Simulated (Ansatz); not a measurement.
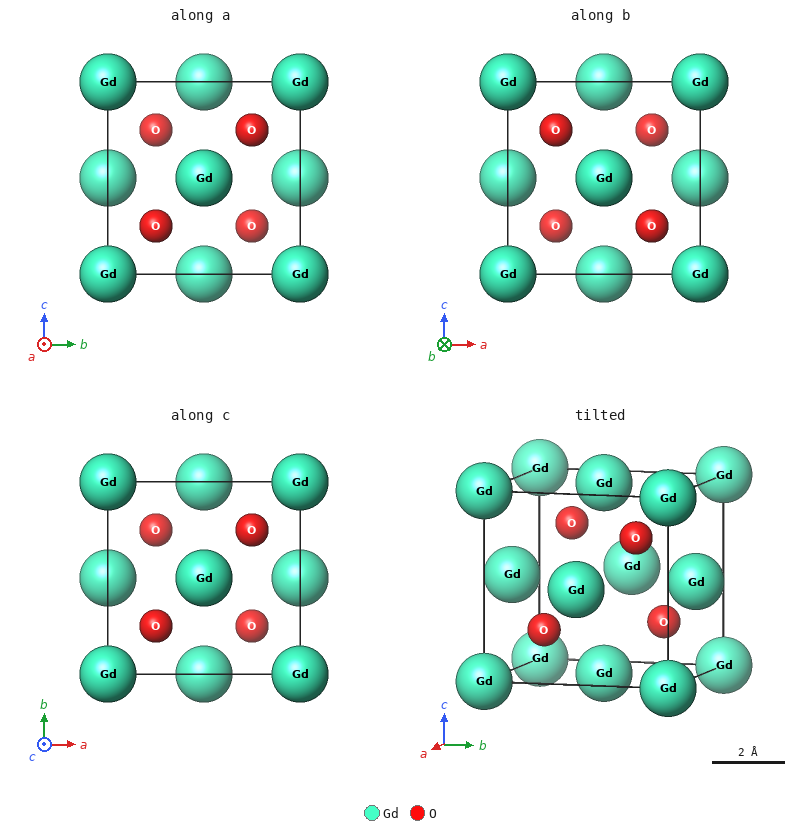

We look at a spheres-only model of the crystal along the a axis, along the b axis, along the c axis and slightly off an axis. The wireframe shows the conventional unit cell.

Lattice parameters: a = 5.360 Å, b = 5.360 Å, c = 5.360 Å, α = 90.00°, β = 90.00°, γ = 90.00°.

Put the structure into a table of Wyckoff sites.

Answer. Space group F-43m (No. 216).
```tsv
atom	site	x	y	z
Gd	4a	0.0000	0.0000	0.0000
O	4d	0.2500	0.2500	0.7500
```

The model was built from a structure type known for this compound. Earlier steps of the study may have refined or changed the cell and positions. It was the input of a calculation with Ansatz.
